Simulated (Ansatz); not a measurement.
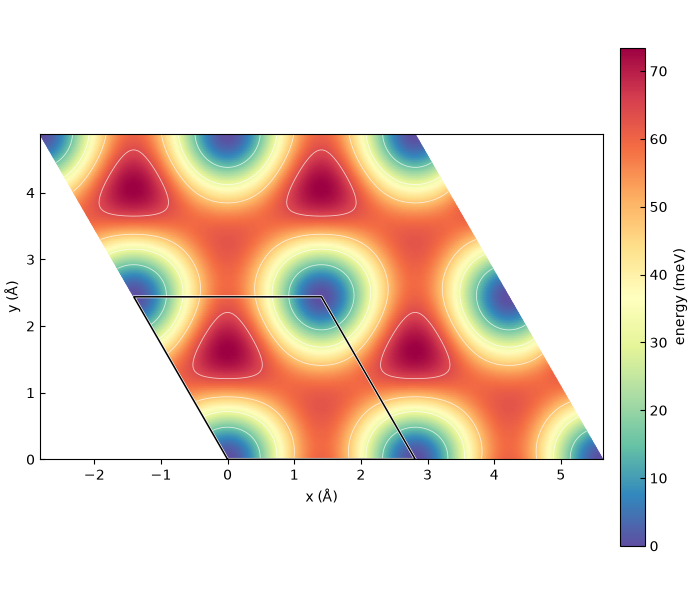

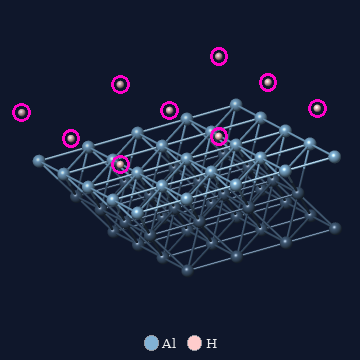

Energy landscape of H on an Al(111) slab cut from the Fm-3m phase, its upper half relaxed before the scan (12 atoms of substrate and one adsorbate in a 2 × 2 cell). H is moved over the surface cell at a fixed height above a rigid substrate; the origin of the map has the adsorbate above Al9; the height is held at 3.10 Å. Places are given modulo a cell vector. The map is drawn in real space over the plane of the surface. The grid has 6 × 6 points; 10 points were computed and 26 follow by symmetry. Places are given in fractions of the 1 × 1 surface cell. Energies: meV, counted from the lowest grid point. The runs have no spin polarisation, so an open-shell adsorbate far from the surface lies too high. At a fixed height the lowest place need not be the adsorption site. Theory: DFT PBE+D3(BJ), scalar-relativistic, plane waves, PAW in Ansatz. Settings: cutoff 420 eV, k-mesh 6×6×1, gaussian smearing 0.1 eV, no spin polarisation.

The picture shows a smooth colour map with a few white contour lines, the outline of one cell of the 2 × 2 shown. Between grid points the surface is interpolated. The second picture is the structure at the lowest point; rings mark the moved atoms.

> What does the map say about the system?

The lowest grid point is at the top site over a surface Al atom, (0/6, 0/6) of the cell vectors. It is the only kind of minimum in the scanned range. The highest grid point, a threefold hollow over a second-layer Al atom, (2/6, 4/6) of the cell vectors, lies 73 meV above the lowest. On the interpolated surface the easiest way out of the lowest well to its copy in the next cell or period passes a barrier of about 59 meV. At the lowest point the adsorbate has 1 Al at 3.10 Å as nearest neighbours, at the highest 3 Al at 3.50 Å.

The values on the grid:

```tsv
second ↓, first →	0/6	1/6	2/6	3/6	4/6	5/6
5/6	15	39	64	64	39	15
4/6	45	64	73	64	45	36
3/6	60	64	64	60	57	57
2/6	45	39	45	57	62	57
1/6	15	15	36	57	57	36
0/6	0	15	45	60	45	15
```

Each point was launched as `ansatz run input.yaml --threads 1 --pin off --max-ram 3072MiB --backend cpu --events-out ev --progress --plain --runs-dir out`. Time for the 10 points that were run: 9 min on 1 thread of Arm Neoverse N1, with other jobs on the host.

PAW datasets: the set soft_1.
